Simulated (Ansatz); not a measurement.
**Geometry relaxation of Rh (part 2 of 2)**

Rh (P-1, 3 atoms in the cell); DFT PBE, scalar-relativistic, plane waves, PAW, no spin polarisation (Ansatz 0.2.0); cutoff 420 eV, 8×4×40 k-mesh, Gaussian smearing of 0.1 eV. The structure derives from a Materials Project entry. It belongs to a series of runs on one base structure; here: film's bulk on the substrate's plane, third vector and atoms relaxed.

Geometry of the input (Å; fractional positions):
```
4.6433  0.0000  0.0000
0.0000  11.0172  0.0000
2.3217  1.1017  0.8366
Rh 0.3333  0.6667  0.0000
Rh 0.6667  0.3333  0.0000
Rh 0.0000  0.0000  0.0000
```

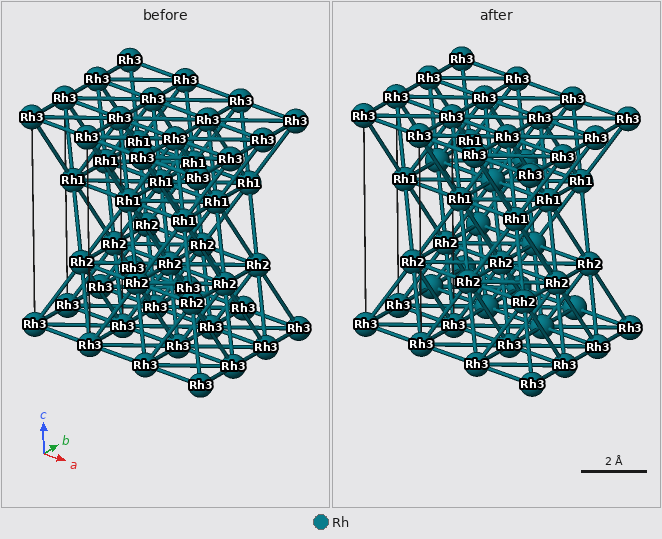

Fig. 1: Before (left) and after (right) the relaxation, at one scale (ball-and-stick view of the reduced cell, repeated 3 × 3 × 1, seen slightly off an axis). No atom moves by more than 0.005 Å relative to the cell. Cell: a 2.703 → 2.708 Å (+0.2 %), b 2.703 → 2.699 Å (−0.1 %), c 6.680 → 6.729 Å (+0.7 %), β 92.1° → 91.6°. Volume +0.9 %. Among the contacts that change: Rh1–Rh2 2.652 → 2.679 Å, Rh1–Rh1 2.703 → 2.708 Å. The space group stays P-1 (No. 2). The energy falls by 2.2 meV per atom in 3 geometry steps. All forces vanish by symmetry, so only the cell relaxes. Pressure: −2.85 GPa at the start and −5.10 GPa at the end. A last SCF at the same geometry on a re-selected plane-wave basis shifts the energy by −0.1 meV per atom. (Atoms are counted from 1 in the order of the input.)

```
basis re-selected at this cell: Δ(F+E_penalty+E_count) = -2.530e-4 eV, ΔP = -0.003 GPa vs the last step (what re-selecting the basis moved, of the pressure what is left beyond the Pulay correction that the steps carried, after the strain that the cell walked since its last selection, with what the two solves' SCF thresholds leave and, on support functions, any second-order correction that the steps lacked; it is no measure of the basis error at this ecutwfc). This SCF's stress stands 2.68e-3 GPa from its target on what of the cell is left free (relax.cell.stress_tol is 1.00e-1 GPa) and its largest allowed force component is 7.29e-29 eV/Å (relax.f_tol is 1.00e-2 eV/Å): within both
SCF converged after 8 iterations
Free energy (F): -19208.569993 eV
Harris-Foulkes:  -19208.569993 eV  (|F-HF|=3.64e-12)
Internal energy: -19208.547771 eV  (E = F + TS)
E sigma→0 (E₀):  -19208.558882 eV
Entropy (-TS):   -0.022222 eV (-7.407 meV/atom)
Fermi energy:    21.091414 eV
--- Per-component energies (eV) ---
  E_band       = -312.571219
  E_kinetic    = 1716.327921
  E_local      = -4861.894679  (includes V_loc(G=0)·N_el)
  E_nonlocal   = 1063.929376
  E_hartree    = 1708.031172
  E_xc         = -664.345921
  E_vxc        = -833.857525  (∫ρ·V_xc dr)
  E_paw        = -10760.616776  (= ΣΔE_a)
  E_vpaw       = -813.141275  (= ΣTr[D̂ρ^β])
  E_aug_tail   = 0.002620  (compensation charges beyond the density's cutoff)
  E_ewald      = -7409.981482
  E_smearing   = -0.022222  (= −TS)
  E_closure    = -0.000000  (closes the sum)
  Σ components = -19208.569993   (vs F -19208.569993, Δ=0.00e0)
--- Forces (eV/Å), atoms counted from 1 ---
  atom   1  Rh     0.00000000     0.00000000     0.00000000
  atom   2  Rh     0.00000000    -0.00000000    -0.00000000
  atom   3  Rh     0.00000000     0.00000000     0.00000000
  max |Σ_I F_I| component: 1.09e-28 eV/Å
--- Stress (GPa, compression-positive) ---
       -0.080588      -1.293992       0.002743
       -1.293992     -15.230311       0.041877
        0.002743       0.041877       0.000859
  P = ⅓ Tr σ = -5.1033 GPa (-51.033 kbar)
--- Band table (eV; the first three rows and the last of 644) ---
  k-point 0: bands = ["-57.6360", "-57.5671", "-57.5671", "-25.6288", "-25.6288", "-25.2501", "-25.2501", "-25.1902", "-25.1902", "-25.1731", "-25.1534", "-25.1442", "13.4775", "15.4748", "15.4748", "17.8153", "18.1707", "18.1707", "18.4339", "18.4512", "18.6650", "18.6650", "19.2266", "19.2266", "19.8912", "20.4887", "20.7743", "20.7743", "20.9965", "20.9965", "32.9785"]
  k-point 1: bands = ["-57.6319", "-57.5811", "-57.5541", "-25.7095", "-25.5263", "-25.2727", "-25.2312", "-25.1956", "-25.1952", "-25.1798", "-25.1713", "-25.1554", "13.6460", "15.4316", "15.4940", "17.9021", "18.0605", "18.2047", "18.3266", "18.3387", "18.5117", "18.5888", "18.8243", "19.8551", "19.9130", "20.3966", "20.4251", "20.7743", "21.1417", "21.7296", "31.3261"]
  k-point 2: bands = ["-57.6202", "-57.5936", "-57.5440", "-25.7534", "-25.4240", "-25.2975", "-25.2432", "-25.2214", "-25.2119", "-25.2030", "-25.1997", "-25.1652", "14.1273", "15.2653", "15.5778", "17.6126", "17.8816", "18.0605", "18.1388", "18.3691", "18.6220", "18.7100", "19.0145", "19.8670", "19.9403", "19.9722", "20.1846", "20.8265", "21.4903", "23.0089", "29.9283"]
  k-point 643: bands = ["-57.5417", "-57.5417", "-57.5035", "-25.7476", "-25.6948", "-25.6948", "-25.4444", "-25.3901", "-25.3165", "-25.3165", "-25.2848", "-25.2848", "15.1979", "15.5428", "15.9597", "15.9597", "17.6778", "17.6778", "18.7812", "18.7812", "18.9620", "18.9620", "21.5570", "21.7138", "21.7138", "21.8672", "22.2216", "24.4062", "24.4062", "24.8001", "29.2626"]
--- Relaxed structure (4 steps of the walk, 4 accepted, 1 SCFs on fresh bases) ---
  F+E_penalty+E_count = -19208.56999251 eV   max|allowed force component| = 7.293e-29 eV/Å   (the final SCF, on the basis selected at the relaxed cell)
  cell:  # Å, volume = 43.1819 Å³
    - [4.643296859048546, -1.6314809468965754e-5, -0.013822352987713917]
    - [-3.8710302941581394e-5, 11.017212550712232, -0.026007666858476237]
    - [2.319154179779489, 1.0997382198140682, 0.8346198117796888]
  atoms:
    - { symbol: Rh, position: [0.3333333333333333, 0.6666666666666665, 0.0] }
    - { symbol: Rh, position: [0.6666666666666666, 0.33333333333333326, -3.469446951953614e-18] }
    - { symbol: Rh, position: [-6.544777038730842e-35, -2.0463324030904997e-35, 2.0463324031090737e-34] }
```

Trajectory as extended XYZ (Å, eV, eV/Å), 5 frames, from step=1 to step=5
```
3
Lattice="4.6433 0.0000 0.0000 0.0000 11.0172 0.0000 2.3217 1.1017 0.8366" Properties=species:S:1:pos:R:3:forces:R:3 step=1 energy=-19208.56309 pressure_GPa=-2.85
Rh    1.5478    7.3448    0.0000    0.0000   0.0000   0.0000
Rh    3.0955    3.6724    0.0000    0.0000   0.0000   0.0000
Rh    0.0000    0.0000    0.0000    0.0000   0.0000   0.0000
3
Lattice="4.6433 -0.0000 -0.0189 -0.0001 11.0172 -0.0314 2.3182 1.0993 0.8366" Properties=species:S:1:pos:R:3:forces:R:3 step=2 energy=-19208.56718 pressure_GPa=-6.49
Rh    1.5477    7.3448   -0.0273    0.0000   0.0000   0.0000
Rh    3.0955    3.6724   -0.0231    0.0000   0.0000   0.0000
Rh    0.0000    0.0000    0.0000    0.0000   0.0000   0.0000
3
Lattice="4.6433 -0.0000 -0.0141 -0.0000 11.0172 -0.0257 2.3191 1.0998 0.8348" Properties=species:S:1:pos:R:3:forces:R:3 step=3 energy=-19208.56972 pressure_GPa=-5.18
Rh    1.5477    7.3448   -0.0218    0.0000   0.0000   0.0000
Rh    3.0955    3.6724   -0.0180    0.0000   0.0000   0.0000
Rh    0.0000    0.0000    0.0000    0.0000   0.0000   0.0000
3
Lattice="4.6433 -0.0000 -0.0138 -0.0000 11.0172 -0.0260 2.3192 1.0997 0.8346" Properties=species:S:1:pos:R:3:forces:R:3 step=4 energy=-19208.56974 pressure_GPa=-5.10
Rh    1.5477    7.3448   -0.0219    0.0000   0.0000   0.0000
Rh    3.0955    3.6724   -0.0179    0.0000   0.0000   0.0000
Rh    0.0000    0.0000    0.0000    0.0000   0.0000   0.0000
3
Lattice="4.6433 -0.0000 -0.0138 -0.0000 11.0172 -0.0260 2.3192 1.0997 0.8346" Properties=species:S:1:pos:R:3:forces:R:3 step=5 energy=-19208.56999 pressure_GPa=-5.10
Rh    1.5477    7.3448   -0.0219    0.0000   0.0000   0.0000
Rh    3.0955    3.6724   -0.0179    0.0000   0.0000   0.0000
Rh    0.0000    0.0000    0.0000    0.0000   0.0000   0.0000
```

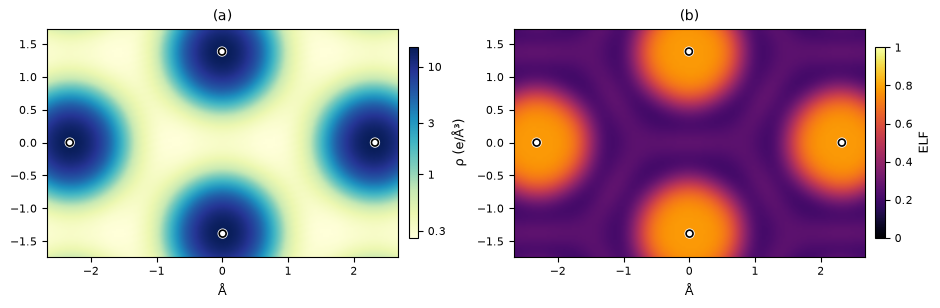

Fig. 2: (a) valence charge density (pseudo); (b) ELF on the (010) plane of the calculation cell. Circles mark the nuclei in the plane (Rh). The section cuts through Rh sites. Rh–Rh (2.70 Å): the density is about 0.35 e/Å³ at the midpoint; the ELF is about 0.25 at the midpoint; no localised pair between them. Rh–Rh (2.70 Å): ρ at the midpoint is about 0.35 e/Å³; the ELF is about 0.25 at the midpoint (no localised pair between them). Rh–Rh (2.77 Å): the density is about 0.33 e/Å³ at the midpoint; the ELF is about 0.25 at the midpoint; no shared electron pair. Away from the nuclei the density in this plane falls to 0.26 e/Å³ at its lowest. The strong features right at Rh lie inside the PAW spheres (semicore, d or f shells) and say nothing about bonding. The fields are those of the smooth PAW valence density.

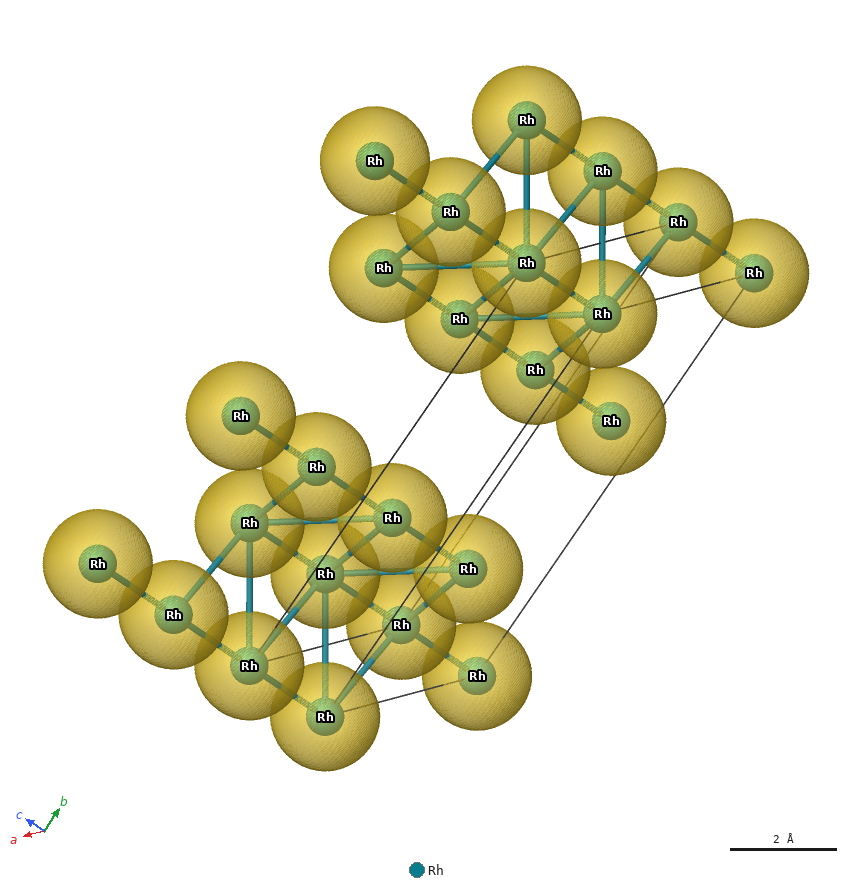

Fig. 3: Isosurface of the valence charge density (pseudo) at 0.6 e/Å³ (yellow), seen at an oblique angle. Sticks mark near contacts. The outline is the calculation cell. At this value the density breaks into separate islands; it holds about 80 % of the electrons treated as valence (semicore included). It is pinched off along the Rh–Rh (2.68 Å), Rh–Rh (2.72 Å), Rh–Rh (2.77 Å) and Rh–Rh (2.82 Å) contacts. On the grid the lowest density along these lines, outside the cores, is 0.37 e/Å³ (Rh–Rh, 2.68 Å), 0.35 e/Å³ (Rh–Rh, 2.72 Å), 0.32 e/Å³ (Rh–Rh, 2.77 Å) and 0.3 e/Å³ (Rh–Rh, 2.82 Å).

Summary

| quantity | value |
| --- | --- |
| outcome | converged |
| space group (tolerance 0.01 Å) | P-1 (2) |
| electrons treated | 51 |
| free energy | −19208.5700 eV |
| Fermi energy | 21.091 eV |
| gap on the k-point mesh | none (metallic) |
| pressure | −5.10 GPa |
| final volume | 43.18 Å³ |
| largest force (length of the vector) at the end | under 0.001 eV/Å |
| final cell | a = 4.643 Å, b = 11.017 Å, c = 2.699 Å, α = 66.00°, β = 30.87°, γ = 90.00° |
| wall time | 20 s (CPU time 2.4 min) |
| peak memory | 0.99 GiB |

Notes

The k-point mesh is coarse for a cell of this size, so the results may not be converged.
